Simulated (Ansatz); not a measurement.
Geometry relaxation, with input and output: C (part 2 of 2)

The same run, continued: C (2 atoms in the cell); DFT PBE+D3(BJ), scalar-relativistic, plane waves, PAW, PAW set soft_1, no spin polarisation (Ansatz 0.2.0); cutoff 420 eV, 14×14×14 k-mesh, Gaussian smearing of 0.02 eV. The structure derives from an entry of the Crystallography Open Database.

Geometry of the input (Å; fractional positions):
```
0.0000  2.1270  3.3480
1.2280  0.0000  3.3480
1.2280  2.1270  0.0000
C  0.1667  0.8333  0.1667
C  0.8333  0.1667  0.8333
```

## What the program printed, continued
```
SCF iter   1: F=—  HF=-502.167950 eV  |F-HF|=—  |Δ(HF+E_count)|=         —  Δρ=1.56e-4  dr2=5.95e-6  ethr=9.51e-8  ⟨swp⟩=2.0  Hψ=31068  notcnv=0
preconditioner: auto → none  [insulator: Δε(μ)=0.418 eV  Ē_g=18.366 eV  σ=0.020 eV  W_gap=1.00  n_scr=2 (ndim 8)  ℏωp=24.8 eV  f_vac=0.009  D(μ)=0.00/eV (n_scr^D=0)  ε∞_Penn≈2.8]
SCF iter   2: F=—  HF=-502.167951 eV  |F-HF|=—  |Δ(HF+E_count)|=   1.67e-6  Δρ=7.16e-5  dr2=1.19e-6  ethr=7.44e-8  ⟨swp⟩=1.9  Hψ=4539  notcnv=0
iter 3 did not close the SCF: its close was put off for the readings that it lacked (scf_convergence_deferred on its scf_iter line)
SCF iter   3: F=-502.167951 eV  HF=-502.167951 eV  |F-HF|=5.56e-9  |Δ(HF+E_count)|=   2.01e-7  Δρ=7.84e-6  dr2=6.02e-9  ethr=1.49e-8  ⟨swp⟩=2.8  Hψ=5158  notcnv=0
iter 4 did not close the SCF: its close was put off for the readings that it lacked (scf_convergence_deferred on its scf_iter line)
SCF iter   4: F=-502.167951 eV  HF=-502.167951 eV  |F-HF|=2.68e-11  |Δ(HF+E_count)|=   5.73e-9  Δρ=3.53e-7  dr2=8.07e-12  ethr=7.52e-11  ⟨swp⟩=2.6  Hψ=4764  notcnv=0
iter 5 did not close the SCF: its close was put off for the readings that it lacked (scf_convergence_deferred on its scf_iter line)
SCF iter   5: F=-502.167951 eV  HF=-502.167951 eV  |F-HF|=8.53e-13  |Δ(HF+E_count)|=  3.51e-11  Δρ=6.66e-8  dr2=3.06e-13  ethr=1.00e-12  ⟨swp⟩=1.9  Hψ=4115  notcnv=0
iter 6 did not close the SCF: its close was put off for the readings that it lacked (scf_convergence_deferred on its scf_iter line)
SCF iter   6: F=-502.167951 eV  HF=-502.167951 eV  |F-HF|=5.68e-14  |Δ(HF+E_count)|=  1.48e-12  Δρ=3.24e-9  dr2=7.84e-16  ethr=1.00e-12  ⟨swp⟩=1.0  Hψ=3424  notcnv=0
SCF iter   7: F=-502.167951 eV  HF=-502.167951 eV  |F-HF|=1.14e-13  |Δ(HF+E_count)|=  1.71e-13  Δρ=2.42e-9  dr2=7.37e-16  ethr=1.00e-12  ⟨swp⟩=3.3  Hψ=11784  notcnv=0
SCF 7 converged in 7 iterations: F = -502.167951 eV  dr2 = 7.37e-16
relax step   7: F+E_penalty+E_count = -502.16795099 eV  Δ(F+E_penalty+E_count) = +4.772e-5 eV  max|allowed force component| = 3.952e-4 eV/Å  Δτ_max = 0.0000 Å  P = +0.001 GPa  Ω = 17.905 Å³  energy of the carried Pulay correction = -5.222e-5 eV  (7 SCF iters, accepted)
iter 1 solved again at ethr=6.94e-8 eV; its pass at ethr=3.10e-3 eV (dr2=5.55e-6 eV) is discarded
SCF iter   1: F=—  HF=-502.168009 eV  |F-HF|=—  |Δ(HF+E_count)|=         —  Δρ=8.68e-6  dr2=1.35e-9  ethr=6.94e-8  ⟨swp⟩=3.4  Hψ=33423  notcnv=0
eigensolver tolerance schedule: the retry pair's looser diagonalisation over-reported the residual by 4122.05 of it (diagonalisation noise at 0.10 of the residual, at the tolerance the schedule requests for it); recorded, not acted on — ethr = c·dr2/N_el stays at c = 1.0e-1
preconditioner: auto → none  [insulator: Δε(μ)=0.419 eV  Ē_g=18.367 eV  σ=0.020 eV  W_gap=1.00  n_scr=2 (ndim 8)  ℏωp=24.8 eV  f_vac=0.009  D(μ)=0.00/eV (n_scr^D=0)  ε∞_Penn≈2.8]
SCF iter   2: F=—  HF=-502.168012 eV  |F-HF|=—  |Δ(HF+E_count)|=   2.81e-6  Δρ=4.29e-6  dr2=2.85e-10  ethr=1.68e-11  ⟨swp⟩=2.7  Hψ=5591  notcnv=0
iter 3 did not close the SCF: its close was put off for the readings that it lacked (scf_convergence_deferred on its scf_iter line)
SCF iter   3: F=-502.168012 eV  HF=-502.168012 eV  |F-HF|=1.34e-10  |Δ(HF+E_count)|=   2.07e-8  Δρ=4.09e-7  dr2=4.34e-12  ethr=3.57e-12  ⟨swp⟩=2.1  Hψ=5077  notcnv=0
iter 4 did not close the SCF: its close was put off for the readings that it lacked (scf_convergence_deferred on its scf_iter line)
SCF iter   4: F=-502.168012 eV  HF=-502.168012 eV  |F-HF|=1.36e-12  |Δ(HF+E_count)|=  1.34e-10  Δρ=4.10e-8  dr2=2.40e-13  ethr=1.00e-12  ⟨swp⟩=1.0  Hψ=3442  notcnv=0
iter 5 did not close the SCF: its close was put off for the readings that it lacked (scf_convergence_deferred on its scf_iter line)
SCF iter   5: F=-502.168012 eV  HF=-502.168012 eV  |F-HF|=1.14e-13  |Δ(HF+E_count)|=  1.36e-12  Δρ=4.57e-9  dr2=2.38e-15  ethr=1.00e-12  ⟨swp⟩=1.0  Hψ=3424  notcnv=0
iter 6 did not close the SCF: its close was put off for the readings that it lacked (scf_convergence_deferred on its scf_iter line)
SCF iter   6: F=-502.168012 eV  HF=-502.168012 eV  |F-HF|=1.71e-13  |Δ(HF+E_count)|=    0.00e0  Δρ=1.25e-9  dr2=1.65e-16  ethr=1.00e-12  ⟨swp⟩=1.0  Hψ=3424  notcnv=0
SCF iter   7: F=-502.168012 eV  HF=-502.168012 eV  |F-HF|=0.00e0  |Δ(HF+E_count)|=  1.71e-13  Δρ=3.26e-10  dr2=1.76e-17  ethr=1.00e-12  ⟨swp⟩=2.3  Hψ=9920  notcnv=0
SCF 8 converged in 7 iterations: F = -502.168012 eV  dr2 = 1.76e-17
relax step   8: F+E_penalty+E_count = -502.16801215 eV  Δ(F+E_penalty+E_count) = -6.116e-5 eV  max|allowed force component| = 3.921e-4 eV/Å  Δτ_max = 0.0000 Å  P = +0.003 GPa  Ω = 17.905 Å³  stress off target by 1.30e-2 GPa  SCF on the basis re-selected at this cell (its energy is not comparable with the rows above)  (7 SCF iters)
```

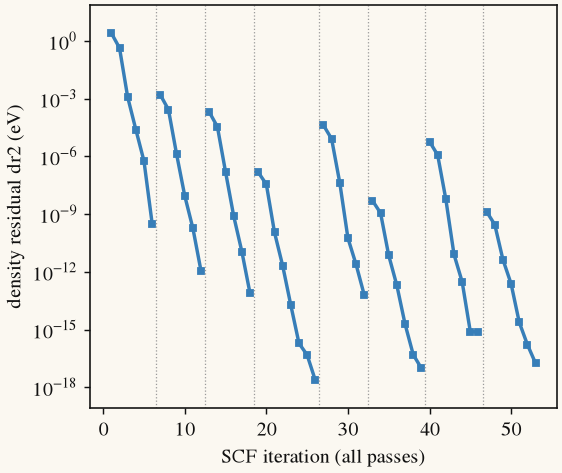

*Convergence of the self-consistent field: density residual dr2 against the SCF iteration. The dotted lines part the SCF passes of the relaxation: geometry steps, rejected trials and re-solves on a re-selected basis.*

The 8 passes take 6 to 8 iterations each, 53 in all.

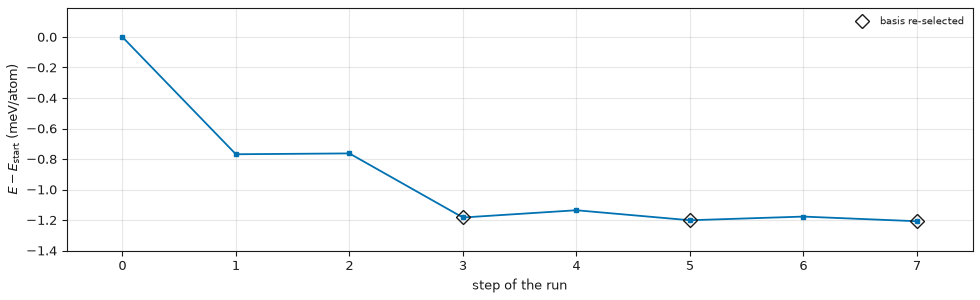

*Progress of the relaxation, step by step (the first geometry is step 0 here and step 1 in the log).*

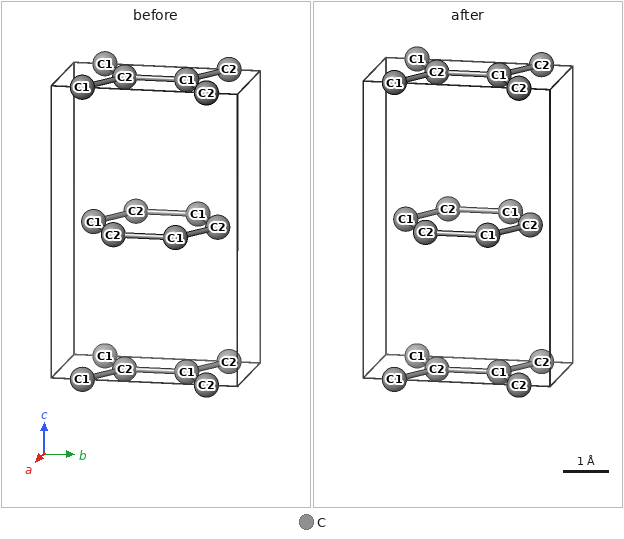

*Before (left) and after (right) the relaxation, at one scale (ball-and-stick view of the cell 4 times as large as that of the calculation, set on its symmetry axes, seen slightly off an axis).*

Over 4 geometry steps the energy falls by 1.2 meV per atom. Largest force component: 0.031 eV/Å at the start, 0.00039 eV/Å at the end. Pressure: 3.37 GPa at the start and 0.00 GPa at the end. 2 further SCFs at an unchanged geometry re-selected the plane-wave basis for the new cell. No atom moves by more than 0.005 Å relative to the cell. Cell: a 2.456 → 2.465 Å (+0.4 %), b 4.254 → 4.269 Å (+0.4 %), c 6.696 → 6.806 Å (+1.6 %). Volume +2.4 %. Among the contacts that change: C1–C2 1.418 → 1.423 Å. The space group stays Fmmm (No. 69). The energy change given includes the shifts at the re-selections in mid-walk, which come without any move. A last SCF at the same geometry on a re-selected plane-wave basis shifts the energy by next to nothing (0.0 meV per atom). (Atoms are counted from 1 in the order of the input.)

```
basis re-selected at this cell: Δ(F+E_penalty+E_count) = -6.116e-5 eV, ΔP = +0.002 GPa vs the last step (what re-selecting the basis moved, of the pressure what is left beyond the Pulay correction that the steps carried, after the strain that the cell walked since its last selection, with what the two solves' SCF thresholds leave and, on support functions, any second-order correction that the steps lacked; it is no measure of the basis error at this ecutwfc). This SCF's stress stands 1.30e-2 GPa from its target on what of the cell is left free (relax.cell.stress_tol is 5.00e-2 GPa) and its largest allowed force component is 3.92e-4 eV/Å (relax.f_tol is 5.00e-3 eV/Å): within both
SCF converged after 7 iterations
Free energy (F): -502.168012 eV
Harris-Foulkes:  -502.168012 eV  (|F-HF|=0.00e0)
Internal energy: -502.168012 eV  (E = F + TS)
E sigma→0 (E₀):  -502.168012 eV
Fermi energy:    7.104708 eV
--- Per-component energies (eV) ---
  E_band       = -18.252421
  E_kinetic    = 177.140576
  E_local      = -300.774071  (includes V_loc(G=0)·N_el)
  E_nonlocal   = 46.888892
  E_hartree    = 94.948791
  E_xc         = -93.959458
  E_vxc        = -115.716354  (∫ρ·V_xc dr)
  E_paw        = -200.202711  (= ΣΔE_a)
  E_vpaw       = -15.689079  (= ΣTr[D̂ρ^β])
  E_aug_tail   = 0.000032  (compensation charges beyond the density's cutoff)
  E_ewald      = -225.902626
  E_disp       = -0.307438  (pairwise vdW)
  E_smearing   = -0.000000  (= −TS)
  E_closure    = 0.000000  (closes the sum)
  Σ components = -502.168012   (vs F -502.168012, Δ=0.00e0)
--- Forces (eV/Å), atoms counted from 1 ---
  atom   1  C      0.00000000     0.00039214     0.00000000
  atom   2  C     -0.00000000    -0.00039214     0.00000000
  max |Σ_I F_I| component: 5.42e-20 eV/Å
--- Stress (GPa, compression-positive) ---
        0.000038      -0.000000      -0.000000
       -0.000000      -0.004988      -0.000000
       -0.000000      -0.000000       0.012983
  P = ⅓ Tr σ = 0.0027 GPa (0.027 kbar)
--- Band table (eV; the first three rows and the last of 428) ---
  k-point 0: bands = ["-12.7972", "0.2133", "3.8397", "3.8463", "11.0212", "15.1897", "15.2710", "18.2231"]
  k-point 1: bands = ["-12.6725", "0.3240", "3.3630", "3.5871", "11.2289", "15.3027", "15.7283", "17.7816"]
  k-point 2: bands = ["-12.2997", "0.6575", "2.1006", "2.9561", "11.8458", "15.3035", "16.5717", "17.1276"]
  k-point 427: bands = ["-12.5281", "-1.6152", "3.8147", "3.8505", "15.1796", "15.2215", "17.0673", "18.3496"]
--- Relaxed structure (5 steps of the walk, 5 accepted, 3 SCFs on fresh bases) ---
  F+E_penalty+E_count = -502.16801215 eV   max|allowed force component| = 3.921e-4 eV/Å   (the final SCF, on the basis selected at the relaxed cell)
  cell:  # Å, volume = 17.9055 Å³
    - [0.0, 2.1345498271118033, 3.403070101621632]
    - [1.2324752579756681, 0.0, 3.403070101621632]
    - [1.2324752579756681, 2.1345498271118033, 0.0]
  atoms:
    - { symbol: C, position: [0.16673060205132711, 0.8332693979486727, 0.16673060205132711] }
    - { symbol: C, position: [0.8332693979486729, 0.16673060205132695, 0.8332693979486729] }
```

## Trajectory as extended XYZ (Å, eV, eV/Å), 8 frames, from step=1 to step=8
```
2
Lattice="0.0000 2.1270 3.3480 1.2280 0.0000 3.3480 1.2280 2.1270 0.0000" Properties=species:S:1:pos:R:3:forces:R:3 step=1 energy=-502.16560 pressure_GPa=3.37
C     1.2280    0.7090    3.3480    0.0000   0.0311   0.0000
C     1.2280    3.5450    3.3480    0.0000  -0.0311   0.0000
2
Lattice="0.0000 2.1323 3.3784 1.2312 0.0000 3.3784 1.2312 2.1323 0.0000" Properties=species:S:1:pos:R:3:forces:R:3 step=2 energy=-502.16713 pressure_GPa=0.92
C     1.2312    0.7109    3.3784    0.0000   0.0144   0.0000
C     1.2312    3.5536    3.3784    0.0000  -0.0144   0.0000
2
Lattice="0.0000 2.1344 3.3886 1.2324 0.0000 3.3886 1.2324 2.1344 0.0000" Properties=species:S:1:pos:R:3:forces:R:3 step=3 energy=-502.16712 pressure_GPa=0.02
C     1.2324    0.7117    3.3886    0.0000   0.0035   0.0000
C     1.2324    3.5571    3.3886    0.0000  -0.0035   0.0000
2
Lattice="0.0000 2.1344 3.3886 1.2324 0.0000 3.3886 1.2324 2.1344 0.0000" Properties=species:S:1:pos:R:3:forces:R:3 step=4 energy=-502.16796 pressure_GPa=0.09
C     1.2324    0.7117    3.3886    0.0000   0.0035   0.0000
C     1.2324    3.5571    3.3886    0.0000  -0.0035   0.0000
2
Lattice="0.0000 2.1346 3.3987 1.2325 0.0000 3.3987 1.2325 2.1346 0.0000" Properties=species:S:1:pos:R:3:forces:R:3 step=5 energy=-502.16787 pressure_GPa=-0.01
C     1.2325    0.7118    3.3987    0.0000  -0.0003   0.0000
C     1.2325    3.5573    3.3987    0.0000   0.0003   0.0000
2
Lattice="0.0000 2.1346 3.3987 1.2325 0.0000 3.3987 1.2325 2.1346 0.0000" Properties=species:S:1:pos:R:3:forces:R:3 step=6 energy=-502.16800 pressure_GPa=-0.00
C     1.2325    0.7118    3.3987    0.0000  -0.0003   0.0000
C     1.2325    3.5573    3.3987    0.0000   0.0003   0.0000
2
Lattice="0.0000 2.1345 3.4031 1.2325 0.0000 3.4031 1.2325 2.1345 0.0000" Properties=species:S:1:pos:R:3:forces:R:3 step=7 energy=-502.16795 pressure_GPa=0.00
C     1.2325    0.7118    3.4031    0.0000   0.0004   0.0000
C     1.2325    3.5573    3.4031    0.0000  -0.0004   0.0000
2
Lattice="0.0000 2.1345 3.4031 1.2325 0.0000 3.4031 1.2325 2.1345 0.0000" Properties=species:S:1:pos:R:3:forces:R:3 step=8 energy=-502.16801 pressure_GPa=0.00
C     1.2325    0.7118    3.4031    0.0000   0.0004   0.0000
C     1.2325    3.5573    3.4031    0.0000  -0.0004   0.0000
```

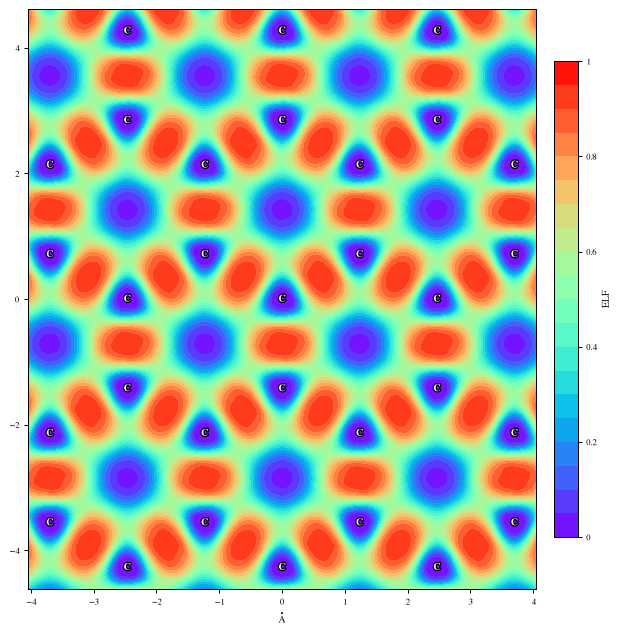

*Electron localisation function on the (001) plane of the conventional cell.*

Core electrons are frozen (PAW), so the fields are smoothed inside the atomic spheres.

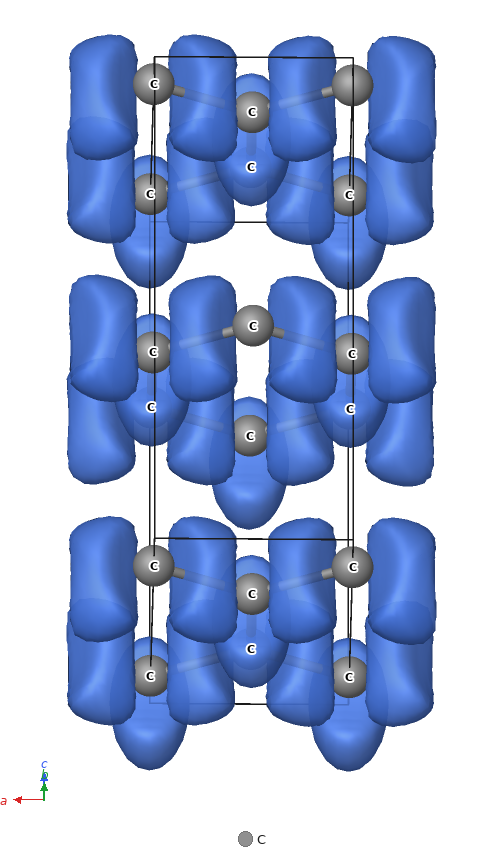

*Isosurface of the electron localisation function at 0.7 (blue), seen at an oblique angle. Only the valence region is drawn (cores and ρ < 0.01 e/Å³ removed). Sticks mark near contacts. The outline is the cell set on symmetry axes.*

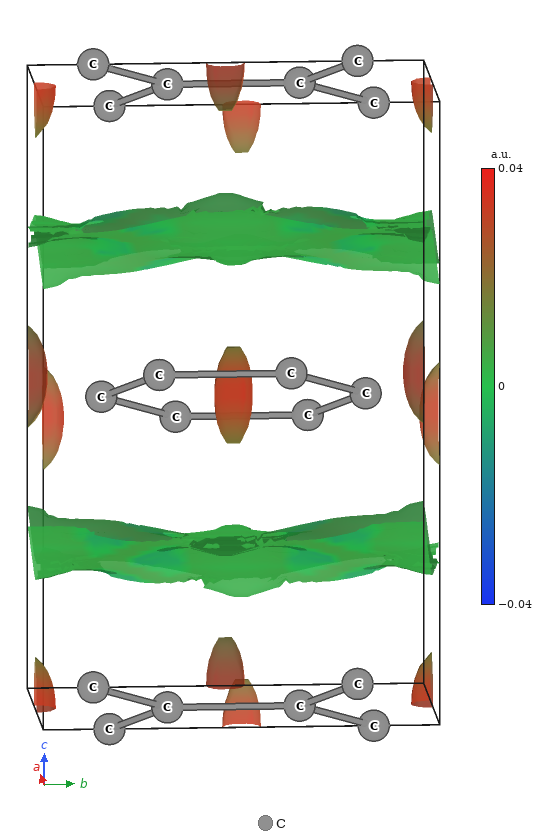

*Non-covalent interaction (NCI) plot: the surface where the reduced density gradient is 0.5, for densities under 0.05 a.u., coloured by sign(λ₂)ρ; seen at an oblique angle. The outline is the cell set on symmetry axes.*

Sheets between layers or molecules: weak, van der Waals-like contact (green) (×2)

## Summary

```tsv
quantity	value
outcome	converged
space group (tolerance 0.01 Å)	Fmmm (69)
electrons treated	8
free energy	−502.1680 eV
Fermi energy	7.105 eV
gap on the k-point mesh	0.42 eV
pressure	0.00 GPa
final volume	17.91 Å³
largest force (length of the vector) at the end	under 0.001 eV/Å
final cell	a = 4.017 Å, b = 3.619 Å, c = 2.465 Å, α = 80.20°, β = 62.60°, γ = 37.20°
hardware	2 threads of Arm Neoverse N1, 98 GiB of memory available, shared host
wall time	41 s (CPU time 80 s)
peak memory	0.36 GiB
```
